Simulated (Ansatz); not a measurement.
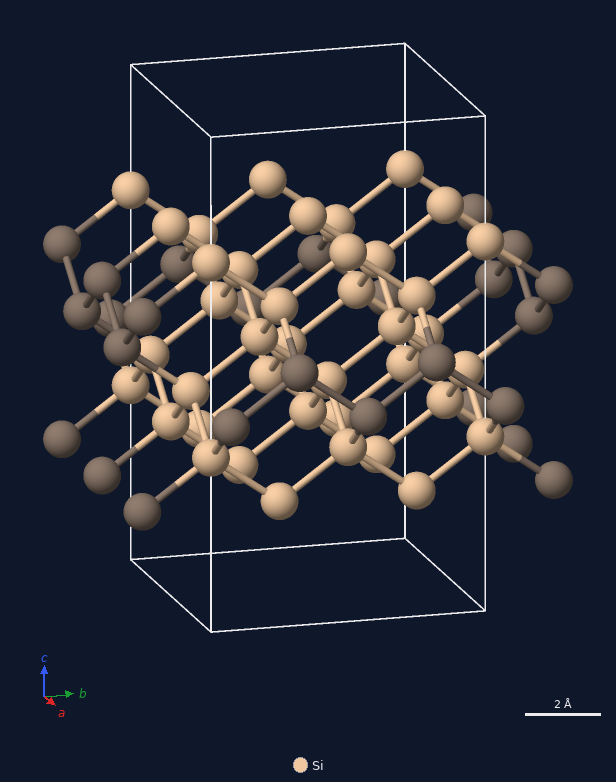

Figure 1. The structure as given in the input (ball-and-stick view of the 2 × 2 repeat of the cell, with the vacuum cut short, seen slightly off an axis; neighbours outside the cell are drawn fainter). An atom can appear more than once, as a periodic image. Near neighbours in the periodic cell (some may lie outside the picture): Si has 2 Si at 2.35 Å; Si has 4 Si at 2.35 Å.

## Si: geometry relaxation

The run: geometry relaxation of Si (slab, 6 atoms in the cell). Method and program: DFT PBEsol, scalar-relativistic, plane waves, PAW, no spin polarisation (Ansatz 0.2.0).

The structure derives from an entry of the Crystallography Open Database. The input holds or restrains some coordinates. Forces given for the steps count only the free coordinates. It belongs to a series of runs on one base structure; here: clean slab, lower half held.

**Input file**
```yaml
crystal:
  lattice:
    - [3.8417168285, 0.0, 0.0]
    - [0.0, 3.8417168285, 0.0]
    - [0.0, 0.0, 23.7912600521]
  atoms:
    - { symbol: Si, position: [0.0, 0.5, 0.357274057] }
    - { symbol: Si, position: [0.0, 0.0, 0.4143644342] }
    - { symbol: Si, position: [0.5, 0.0, 0.4714548114] }
    - { symbol: Si, position: [0.5, 0.5, 0.5285451886] }
    - { symbol: Si, position: [0.0, 0.5, 0.5856355658] }
    - { symbol: Si, position: [0.0, 0.0, 0.642725943] }
basis:
  ecutwfc: 420
kpoints:
  mp_grid: { grid: [8, 8, 1] }
hamiltonian:
  xc: pbesol
scf:
  occupations: { method: gaussian, width: 0.05 }
output:
  forces: true
  eigenvalues: true
relax:
  adjacent_minimum: "off"
  f_tol: 0.03
  max_steps: 70
  constraints: [{ sites: [0, 1, 2] }]
efield:
  axis: 3
  dipole_correction: true
  ramp_width: 0.04
```

Launch command:
```bash
ansatz run input.yaml --threads 1 --pin off --max-ram 2560MiB --backend cpu --events-out ev --progress --plain --runs-dir out
```

**Log**
```
Engine: ansatz 0.2.0, x86_64-unknown-linux-gnu
Pseudopotentials: kind: paw
Pseudopotential: Si, paw, valence charge 4, recommended cutoff 420 eV (normal), Si.paw.azcp
Functional definition: PBEsol
  exchange = pbesol_x
  correlation = pbesol_c
Crystal: 6 atoms, lattice volume = 351.130 Å³
Basis set: ecut = 420 eV, 6871 PW (Γ), exchange–correlation on 54×54×320 points (8 copies of the dense FFT grid, shifted against one another)
Bands: 18, of which v1, the nominal top of the filled ones, is band 12 counted from 1 (11 counted from 0)
Symmetry: 4 space group operations
k-points: 25 of 64
Non-local potential: Si, projectors of the file, l = 0: 2, l = 1: 2, l = 2: 2
PAW form: soft (Blöchl's): semilocal exchange-correlation on the pseudo side does not see the compensation charge
PAW frozen core: Si, regenerated for the run's functional, and the local potential with it (the file was generated under x = pbe(κ = 0.804, μ = 0.2195149727645171), c = pbe(β = 0.06672455060314922))
PAW one-centre angular grid: Si, 110 points (default); XC on 64 Gauss nodes
Initial density: superposition of atomic densities (neutral atoms: chi_scale 0, normalization atom), corrected by the library's trained network
Initial wavefunctions: pseudopotential atomic-orbital guess
Functional: x = pbesol(κ = 0.804, μ = 0.12345679012345678), c = pbesol(β = 0.046)
SCF iter   1: F=—  HF=-3724.845780 eV  |F-HF|=—  |Δ(HF+E_count)|=         —  Δρ=2.35e-3  dr2=4.69e-2  ethr=1.77e-3  p=0.000 e·Å  D=2.30e-14 V/Å  ΔV_dip=-0.00 eV  dr2_dipole=2.78e-8  V_vac-E_F(+/−)=5.40/5.40 eV  ⟨swp⟩=9.8  Hψ=3607  notcnv=0
efield: sawtooth ramp at fractional position 0.9800 (placed from the atoms, in the widest stretch of the axis that holds none; the zero of the levels goes with the place), width 0.0400; the density the first Hamiltonian is built on has a dipole p = 0.000 e·Å; the dipole correction subtracts the counter field D = 2.30e-14 V/Å, which shifts the + side's vacuum level by -0.00 eV against the − side's; the planar-averaged density in the ramp window peaks in size at 6.0e-6 e/Å³
preconditioner: auto → LDOS  [metal: Δε(μ)=0.046 eV  Ē_g=6.922 eV  σ=0.050 eV  W_gap=0.45  n_scr=32 (ndim 8)  ℏωp=9.7 eV  f_vac=0.539  D(μ)=3.17/eV (n_scr^D=8)  β→1.0]
SCF iter   2: F=—  HF=-3724.837409 eV  |F-HF|=—  |Δ(HF+E_count)|=   8.37e-3  Δρ=6.50e-4  dr2=6.05e-3  ethr=1.96e-4  p=0.000 e·Å  D=2.05e-5 V/Å  ΔV_dip=-0.00 eV  dr2_dipole=1.02e-6  V_vac-E_F(+/−)=5.38/5.38 eV  ⟨swp⟩=3.0  Hψ=1054  notcnv=0  defer=36
SCF iter   3: F=—  HF=-3724.837249 eV  |F-HF|=—  |Δ(HF+E_count)|=   1.60e-4  Δρ=2.36e-4  dr2=7.36e-4  ethr=2.52e-5  p=0.000 e·Å  D=1.55e-6 V/Å  ΔV_dip=-0.00 eV  dr2_dipole=3.56e-7  V_vac-E_F(+/−)=5.36/5.36 eV  ⟨swp⟩=2.6  Hψ=682  notcnv=0  defer=36
SCF iter   4: F=—  HF=-3724.837177 eV  |F-HF|=—  |Δ(HF+E_count)|=   7.23e-5  Δρ=1.10e-4  dr2=1.29e-4  ethr=3.07e-6  p=0.000 e·Å  D=5.11e-6 V/Å  ΔV_dip=-0.00 eV  dr2_dipole=4.05e-7  V_vac-E_F(+/−)=5.35/5.35 eV  ⟨swp⟩=2.6  Hψ=698  notcnv=0  defer=36
iter 5 did not close the SCF: its close was put off for the readings that it lacked (scf_convergence_deferred on its scf_iter line)
SCF iter   5: F=-3724.837147 eV  HF=-3724.837147 eV  |F-HF|=1.13e-7  |Δ(HF+E_count)|=   2.93e-5  Δρ=1.92e-5  dr2=2.57e-6  ethr=5.38e-7  p=0.000 e·Å  D=5.65e-7 V/Å  ΔV_dip=-0.00 eV  dr2_dipole=1.79e-8  V_vac-E_F(+/−)=5.35/5.35 eV  ⟨swp⟩=2.6  Hψ=746  notcnv=0  defer=36
SCF iter   6: F=-3724.837148 eV  HF=-3724.837148 eV  |F-HF|=2.27e-8  |Δ(HF+E_count)|=   1.09e-6  Δρ=3.83e-6  dr2=2.13e-7  ethr=1.07e-8  p=0.000 e·Å  D=8.32e-7 V/Å  ΔV_dip=-0.00 eV  dr2_dipole=1.06e-8  V_vac-E_F(+/−)=5.35/5.35 eV  ⟨swp⟩=7.9  Hψ=2441  notcnv=0
SCF 1 converged in 6 iterations: F = -3724.837148 eV  dr2 = 2.13e-7
  greatest PAW one-centre occupation: 0.701 electrons in one spin orbital (limit 2), on the Si atom at site 5 (counted from 0), in its partial waves of l = 0
relax step   1: F+E_penalty+E_count = -3724.83714837 eV  Δ(F+E_penalty+E_count) = +0.000e0 eV  max|allowed force component| = 1.762e-1 eV/Å  Δτ_max = 0.0000 Å  (6 SCF iters, dr2 threshold 2.25e-5 eV, accepted)
Initial density: handed on by an earlier stage of this run
Initial wavefunctions: those handed on with the density
iter 1 solved again at ethr=1.09e-5 eV; its pass at ethr=3.10e-3 eV (dr2=2.62e-3 eV) is discarded
SCF iter   1: F=—  HF=-3724.839809 eV  |F-HF|=—  |Δ(HF+E_count)|=         —  Δρ=4.34e-4  dr2=2.60e-3  ethr=1.09e-5  p=0.000 e·Å  D=8.32e-7 V/Å  ΔV_dip=-0.00 eV  dr2_dipole=1.14e-3  V_vac-E_F(+/−)=5.34/5.34 eV  ⟨swp⟩=2.4  Hψ=1782  notcnv=0  defer=36
efield: sawtooth ramp at fractional position 0.9800 (handed on by an earlier solve), width 0.0400; the density the first Hamiltonian is built on has a dipole p = 0.000 e·Å; the dipole correction subtracts the counter field D = 8.32e-7 V/Å, which shifts the + side's vacuum level by -0.00 eV against the − side's; the planar-averaged density in the ramp window peaks in size at 7.1e-8 e/Å³
preconditioner: auto → LDOS  [metal: Δε(μ)=0.040 eV  Ē_g=6.934 eV  σ=0.050 eV  W_gap=0.40  n_scr=32 (ndim 8)  ℏωp=9.7 eV  f_vac=0.542  D(μ)=3.17/eV (n_scr^D=8)  β→1.0]
SCF iter   2: F=—  HF=-3724.839676 eV  |F-HF|=—  |Δ(HF+E_count)|=   1.33e-4  Δρ=1.03e-4  dr2=3.25e-4  ethr=1.08e-5  p=0.001 e·Å  D=5.62e-4 V/Å  ΔV_dip=-0.01 eV  dr2_dipole=9.22e-5  V_vac-E_F(+/−)=5.34/5.35 eV  ⟨swp⟩=1.4  Hψ=453  notcnv=0  defer=36
SCF iter   3: F=—  HF=-3724.839532 eV  |F-HF|=—  |Δ(HF+E_count)|=   1.44e-4  Δρ=4.49e-5  dr2=1.31e-4  ethr=1.35e-6  p=0.001 e·Å  D=5.60e-4 V/Å  ΔV_dip=-0.01 eV  dr2_dipole=6.53e-5  V_vac-E_F(+/−)=5.34/5.35 eV  ⟨swp⟩=2.2  Hψ=650  notcnv=0  defer=36
SCF iter   4: F=—  HF=-3724.839530 eV  |F-HF|=—  |Δ(HF+E_count)|=   1.84e-6  Δρ=2.49e-5  dr2=3.29e-5  ethr=5.45e-7  p=0.001 e·Å  D=6.52e-4 V/Å  ΔV_dip=-0.02 eV  dr2_dipole=1.60e-5  V_vac-E_F(+/−)=5.34/5.35 eV  ⟨swp⟩=1.0  Hψ=414  notcnv=0  defer=36
SCF iter   5: F=—  HF=-3724.839529 eV  |F-HF|=—  |Δ(HF+E_count)|=   8.86e-7  Δρ=6.69e-6  dr2=3.01e-6  ethr=1.37e-7  p=0.001 e·Å  D=7.20e-4 V/Å  ΔV_dip=-0.02 eV  dr2_dipole=1.59e-6  V_vac-E_F(+/−)=5.33/5.35 eV  ⟨swp⟩=1.0  Hψ=414  notcnv=0  defer=36
SCF iter   6: F=-3724.839529 eV  HF=-3724.839529 eV  |F-HF|=2.98e-9  |Δ(HF+E_count)|=   7.94e-8  Δρ=1.30e-6  dr2=1.58e-8  ethr=8.08e-9  p=0.001 e·Å  D=7.55e-4 V/Å  ΔV_dip=-0.02 eV  dr2_dipole=6.89e-9  V_vac-E_F(+/−)=5.33/5.35 eV  ⟨swp⟩=9.7  Hψ=2093  notcnv=0
SCF 2 converged in 6 iterations: F = -3724.839529 eV  dr2 = 1.58e-8
  greatest PAW one-centre occupation: 0.701 electrons in one spin orbital (limit 2), on the Si atom at site 0 (counted from 0), in its partial waves of l = 0
relax step   2: F+E_penalty+E_count = -3724.83952918 eV  Δ(F+E_penalty+E_count) = -2.381e-3 eV  max|allowed force component| = 6.221e-2 eV/Å  Δτ_max = 0.0283 Å  (6 SCF iters, dr2 threshold 1.94e-6 eV, accepted)
SCF iter   1: F=—  HF=-3724.839851 eV  |F-HF|=—  |Δ(HF+E_count)|=         —  Δρ=8.81e-5  dr2=9.10e-5  ethr=2.86e-6  p=0.001 e·Å  D=7.55e-4 V/Å  ΔV_dip=-0.02 eV  dr2_dipole=2.99e-5  V_vac-E_F(+/−)=5.33/5.35 eV  ⟨swp⟩=2.1  Hψ=1166  notcnv=0  defer=10
efield: sawtooth ramp at fractional position 0.9800 (handed on by an earlier solve), width 0.0400; the density the first Hamiltonian is built on has a dipole p = 0.001 e·Å; the dipole correction subtracts the counter field D = 7.55e-4 V/Å, which shifts the + side's vacuum level by -0.02 eV against the − side's; the planar-averaged density in the ramp window peaks in size at 2.4e-8 e/Å³
preconditioner: auto → LDOS  [metal: Δε(μ)=0.039 eV  Ē_g=6.936 eV  σ=0.050 eV  W_gap=0.38  n_scr=32 (ndim 8)  ℏωp=9.7 eV  f_vac=0.542  D(μ)=3.15/eV (n_scr^D=8)  β→1.0]
SCF iter   2: F=—  HF=-3724.839715 eV  |F-HF|=—  |Δ(HF+E_count)|=   1.36e-4  Δρ=2.65e-5  dr2=7.74e-6  ethr=3.79e-7  p=0.002 e·Å  D=9.15e-4 V/Å  ΔV_dip=-0.02 eV  dr2_dipole=1.96e-6  V_vac-E_F(+/−)=5.33/5.35 eV  ⟨swp⟩=2.2  Hψ=948  notcnv=0  defer=10
SCF iter   3: F=—  HF=-3724.839714 eV  |F-HF|=—  |Δ(HF+E_count)|=   2.19e-7  Δρ=1.44e-5  dr2=2.94e-6  ethr=3.22e-8  p=0.002 e·Å  D=9.46e-4 V/Å  ΔV_dip=-0.02 eV  dr2_dipole=3.48e-7  V_vac-E_F(+/−)=5.33/5.35 eV  ⟨swp⟩=2.0  Hψ=691  notcnv=0  defer=10
SCF iter   4: F=—  HF=-3724.839714 eV  |F-HF|=—  |Δ(HF+E_count)|=   3.73e-7  Δρ=2.33e-6  dr2=2.05e-7  ethr=1.23e-8  p=0.002 e·Å  D=9.54e-4 V/Å  ΔV_dip=-0.02 eV  dr2_dipole=9.58e-8  V_vac-E_F(+/−)=5.33/5.35 eV  ⟨swp⟩=2.5  Hψ=724  notcnv=0  defer=10
SCF iter   5: F=-3724.839714 eV  HF=-3724.839714 eV  |F-HF|=9.02e-9  |Δ(HF+E_count)|=   3.06e-8  Δρ=9.11e-7  dr2=1.91e-8  ethr=4.17e-10  p=0.002 e·Å  D=9.74e-4 V/Å  ΔV_dip=-0.02 eV  dr2_dipole=1.28e-9  V_vac-E_F(+/−)=5.33/5.35 eV  ⟨swp⟩=9.1  Hψ=2087  notcnv=0
SCF 3 converged in 5 iterations: F = -3724.839714 eV  dr2 = 1.91e-8
relax step   3: F+E_penalty+E_count = -3724.83971399 eV  Δ(F+E_penalty+E_count) = -1.848e-4 eV  max|allowed force component| = 3.475e-3 eV/Å  Δτ_max = 0.0039 Å  (5 SCF iters, accepted)
```

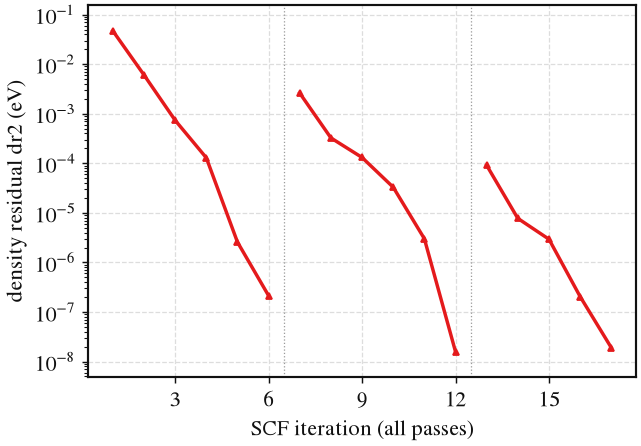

Figure 2. Convergence of the self-consistent field: density residual dr2 against the SCF iteration. The dotted lines part the SCF passes of the relaxation: geometry steps, rejected trials and re-solves on a re-selected basis. The passes take 6, 6 and 5 iterations.

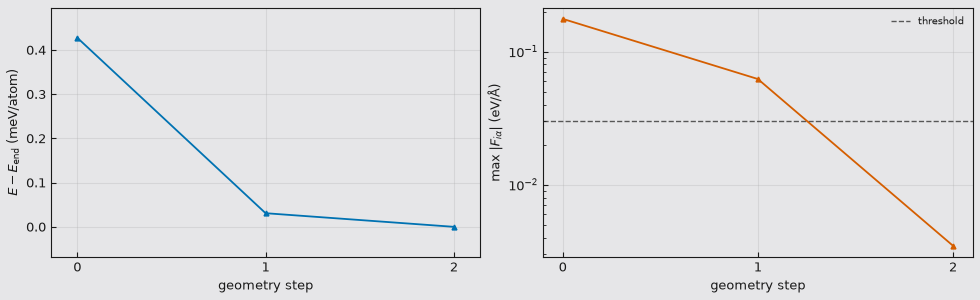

Figure 3. Progress of the restrained relaxation, step by step (the first geometry is step 0 here and step 1 in the log).

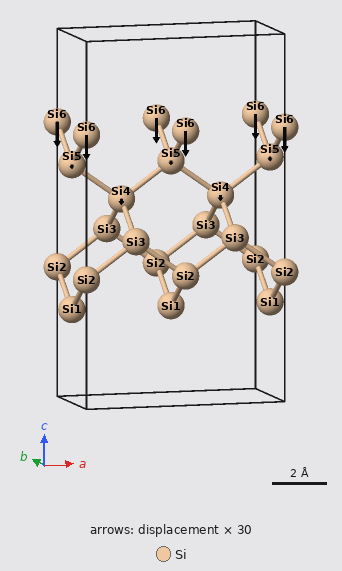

Figure 4. The starting structure with the displacements as black arrows, magnified 30 times (ball-and-stick view of the 2 × 1 repeat of the cell, with the vacuum cut short, seen slightly off an axis). Over 2 geometry steps the energy falls by 0.4 meV per atom. Largest force component: 0.18 eV/Å at the start, 0.0035 eV/Å at the end. Si6 moves most: 0.032 Å. The cell stays as it was. Among the contacts that change: Si5–Si6 2.353 → 2.337 Å. (Atoms are counted from 1 in the order of the input.)

```
SCF converged after 5 iterations
Free energy (F): -3724.839714 eV
Harris-Foulkes:  -3724.839714 eV  (|F-HF|=9.02e-9)
Internal energy: -3724.835784 eV  (E = F + TS)
E sigma→0 (E₀):  -3724.837749 eV
Entropy (-TS):   -0.003930 eV (-0.655 meV/atom)
Fermi energy:    -1.460315 eV
Dipole field:    D = 0.000937 V/Å  (p = 0.001819 e·Å, saw-weighted, corrected)
Work function:   Φ+ = 5.3318 eV   Φ− = 5.3541 eV
Levels:          The Fermi level and band energies are counted from a zero that moves with the ramp; work functions are not
--- Per-component energies (eV) ---
  E_band       = -141.655810
  E_kinetic    = 232.409758
  E_local      = -6168.394794  (includes V_loc(G=0)·N_el)
  E_nonlocal   = 156.738584
  E_hartree    = 2962.353767
  E_xc         = -323.003327
  E_vxc        = -273.991311  (∫ρ·V_xc dr)
  E_paw        = -2991.934200  (= ΣΔE_a)
  E_vpaw       = -13.131808  (= ΣTr[D̂ρ^β])
  E_aug_tail   = 0.000038  (compensation charges beyond the density's cutoff)
  E_efield     = 0.000001  (sawtooth field / dipole correction)
  E_vefield    = 0.000174  (∫n·V_field dr)
  E_ewald      = 2406.805025
  E_core_change = 0.189364  (= ΣΔE_core)
  E_smearing   = -0.003930  (= −TS)
  E_closure    = -0.000000  (closes the sum)
  Σ components = -3724.839714   (vs F -3724.839714, Δ=0.00e0)
--- Forces (eV/Å), atoms counted from 1 ---
  atom   1  Si     0.00000000     0.00000000     0.16391852
  atom   2  Si     0.00000000     0.00000000    -0.15356733
  atom   3  Si     0.00000000     0.00000000    -0.00816629
  atom   4  Si     0.00000000     0.00000000    -0.00347520
  atom   5  Si     0.00000000     0.00000000     0.00091391
  atom   6  Si     0.00000000     0.00000000     0.00039768
  max |Σ_I F_I| component: 2.13e-5 eV/Å
--- Band table (eV; the first three rows and the last of 25) ---
  k-point 0: bands = ["-12.8319", "-11.6139", "-9.8102", "-7.4897", "-4.8562", "-3.7844", "-3.7381", "-2.8019", "-2.5840", "-2.2186", "-1.7250", "-1.0000", "-0.2714", "-0.2498", "0.2516", "0.8079", "1.1823", "1.3187"]
  k-point 1: bands = ["-12.6987", "-11.4923", "-9.6675", "-7.5935", "-5.1914", "-4.4342", "-3.6371", "-3.2506", "-3.0336", "-2.5202", "-1.7034", "-1.0876", "-0.0413", "0.3710", "0.6637", "1.2632", "1.3863", "1.6861"]
  k-point 2: bands = ["-12.3081", "-11.1578", "-9.2482", "-8.0739", "-6.2740", "-5.0348", "-4.5624", "-3.3492", "-3.2811", "-2.3762", "-1.8556", "-1.4986", "0.3362", "0.7030", "1.0896", "1.2127", "2.0167", "2.4500"]
  k-point 24: bands = ["-9.0438", "-9.0352", "-8.9304", "-8.8715", "-8.0310", "-7.9528", "-4.7010", "-4.6936", "-4.4662", "-4.4348", "-2.0702", "-2.0539", "-2.0503", "-2.0353", "1.0983", "1.1281", "1.2090", "1.2133"]
--- Relaxed structure (3 steps of the walk, 3 accepted, 0 SCFs on fresh bases) ---
  F+E_penalty+E_count = -3724.83971399 eV   max|allowed force component| = 3.475e-3 eV/Å
  atoms:
    - { symbol: Si, position: [0.0, 0.5, 0.3572740569999999] }
    - { symbol: Si, position: [0.0, 0.0, 0.4143644342] }
    - { symbol: Si, position: [0.5, 0.0, 0.47145481139999995] }
    - { symbol: Si, position: [0.5, 0.5, 0.5282109742563762] }
    - { symbol: Si, position: [0.0, 0.5, 0.5853949944004534] }
    - { symbol: Si, position: [0.0, 0.0, 0.6413714539732926] }
```

**Trajectory as extended XYZ (Å, eV, eV/Å), 3 frames, from step=1 to step=3**
```
6
Lattice="3.8417 0.0000 0.0000 0.0000 3.8417 0.0000 0.0000 0.0000 23.7913" Properties=species:S:1:pos:R:3:forces:R:3 step=1 energy=-3724.83715
Si    0.0000    1.9209    8.5000    0.0000   0.0000   0.1762
Si    0.0000    0.0000    9.8583    0.0000   0.0000  -0.1559
Si    1.9209    0.0000   11.2165    0.0000   0.0000   0.0401
Si    1.9209    1.9209   12.5748    0.0000   0.0000  -0.0401
Si    0.0000    1.9209   13.9330    0.0000   0.0000   0.1560
Si    0.0000    0.0000   15.2913    0.0000   0.0000  -0.1762
6
Lattice="3.8417 0.0000 0.0000 0.0000 3.8417 0.0000 0.0000 0.0000 23.7913" Properties=species:S:1:pos:R:3:forces:R:3 step=2 energy=-3724.83953
Si    0.0000    1.9209    8.5000    0.0000   0.0000   0.1669
Si    0.0000    0.0000    9.8583    0.0000   0.0000  -0.1542
Si    1.9209    0.0000   11.2165    0.0000   0.0000  -0.0035
Si    1.9209    1.9209   12.5683    0.0000   0.0000  -0.0321
Si    0.0000    1.9209   13.9247    0.0000   0.0000   0.0622
Si    0.0000    0.0000   15.2629    0.0000   0.0000  -0.0393
6
Lattice="3.8417 0.0000 0.0000 0.0000 3.8417 0.0000 0.0000 0.0000 23.7913" Properties=species:S:1:pos:R:3:forces:R:3 step=3 energy=-3724.83971
Si    0.0000    1.9209    8.5000    0.0000   0.0000   0.1639
Si    0.0000    0.0000    9.8583    0.0000   0.0000  -0.1536
Si    1.9209    0.0000   11.2165    0.0000   0.0000  -0.0082
Si    1.9209    1.9209   12.5668    0.0000   0.0000  -0.0035
Si    0.0000    1.9209   13.9273    0.0000   0.0000   0.0009
Si    0.0000    0.0000   15.2590    0.0000   0.0000   0.0004
```

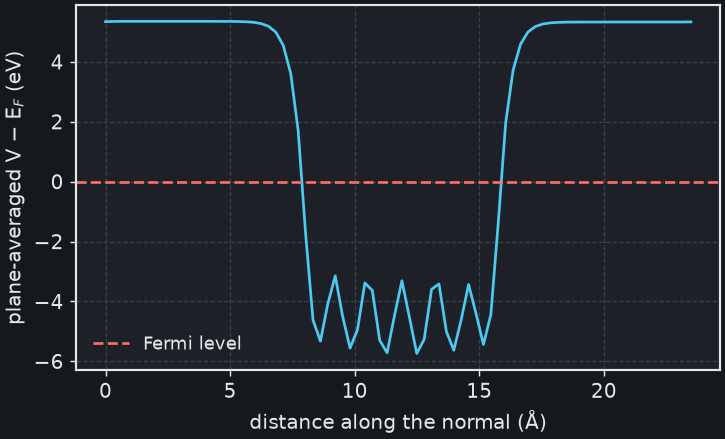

Figure 5. Plane average of the electrostatic potential energy of an electron across the cell, from the Fermi level. The vacuum level lies 5.33 eV above the Fermi level on the upper side and 5.35 eV on the lower.

**Results in brief**

| quantity | value |
| --- | --- |
| outcome | converged under the restraints of the input |
| electrons treated | 24 |
| free energy | −3724.8397 eV |
| work function, top face | 5.33 eV |
| work function, bottom face | 5.35 eV |
| Fermi energy | −1.460 eV |
| gap on the k-point mesh | none (metallic) |
| final volume | 351.13 Å³ |
| work function (upper face) | 5.33 eV |
| largest force (length of the vector) at the end, held atoms and coordinates included | 0.164 eV/Å |
| hardware | 1 thread of Intel Xeon @ 2.50GHz (Skylake/Cascade Lake), 189 GiB of memory available, shared host |
| wall time | 1.8 min |
| peak memory | 0.51 GiB |
